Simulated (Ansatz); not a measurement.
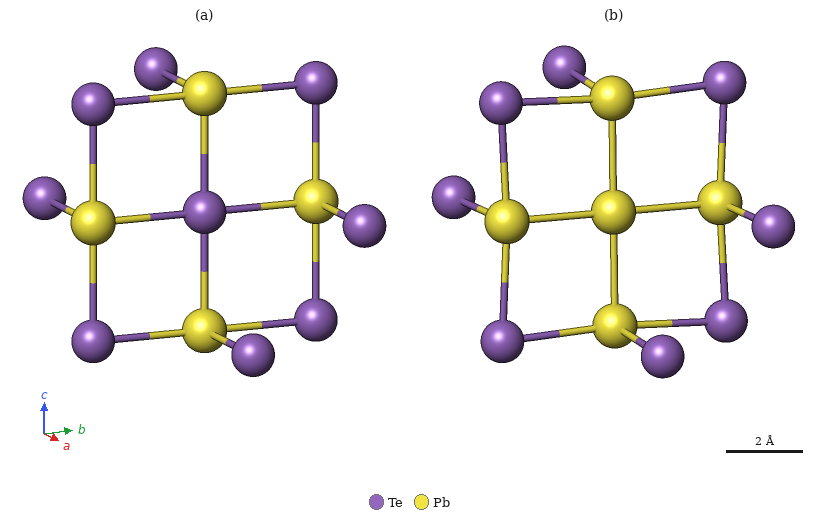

Left: perfect TePb. Right: the same region with one point defect, after relaxing the atoms in a supercell of 64 sites. Style: ball-and-stick. Shown: the atoms within 4.6 Å of one point, in a slice 5.0 Å thick across the line of sight, slightly off an axis.

Method: DFT, PBEsol, PAW, plane waves in Ansatz 0.2.0. Settings: plane-wave cutoff 420 eV; k-point mesh 1 × 1 × 1; mesh shifted by (0.25, 0.25, 0.25); no spin polarisation. Fermi-Dirac smearing of 0.01 eV. A uniform background neutralises the charged cell. The axes drawn are those of the host's conventional cell.

What kind of defect was made?

A tellurium atom is replaced by lead.

The charge state of the cell is −2.

What does the relaxation do around it?

In the host the Te atom has 6 Pb at 3.22 Å; the Pb atom ends with 6 Pb at 3.09 Å. Of the host's atoms, a lead atom moves furthest from its site, by 0.14 Å.

Limits of the set-up: the cell is charged, on a uniform background, and energies carry no finite-size correction.
